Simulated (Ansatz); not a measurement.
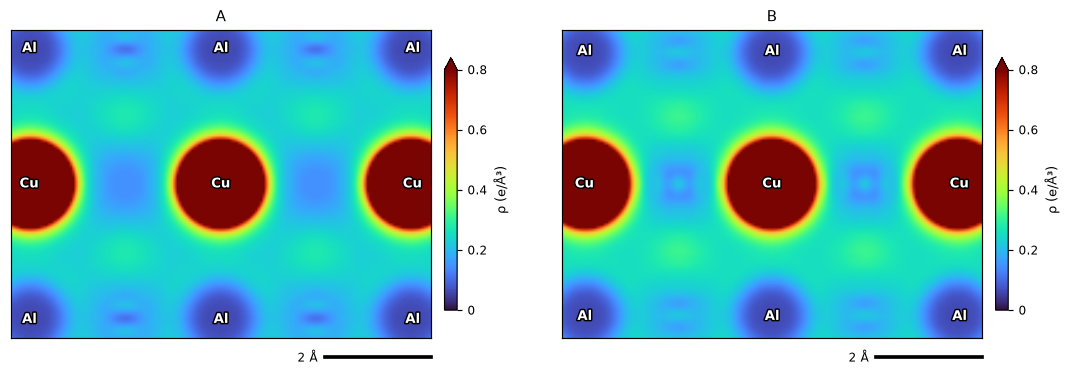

AlCu3. The valence pseudo-density of two cells that differ in size, on the (101) plane of each (indices in the axes of the calculation cell), at one length scale and on one colour scale: A has 12.0 Å³ an atom and B 11.3.

The calculation used DFT PBEsol, scalar-relativistic, plane waves, PAW (Ansatz).

Core electrons are frozen (PAW), and the valence fields are smoothed inside the atomic spheres.

What does the compression do to the bonding and the properties?

Answer. From the larger cell to the smaller, Al–Cu goes from 2.57 to 2.52 Å, and the density at its midpoint from 0.27 to 0.29 e/Å³; the pressure goes from −0.7 to 11 GPa.
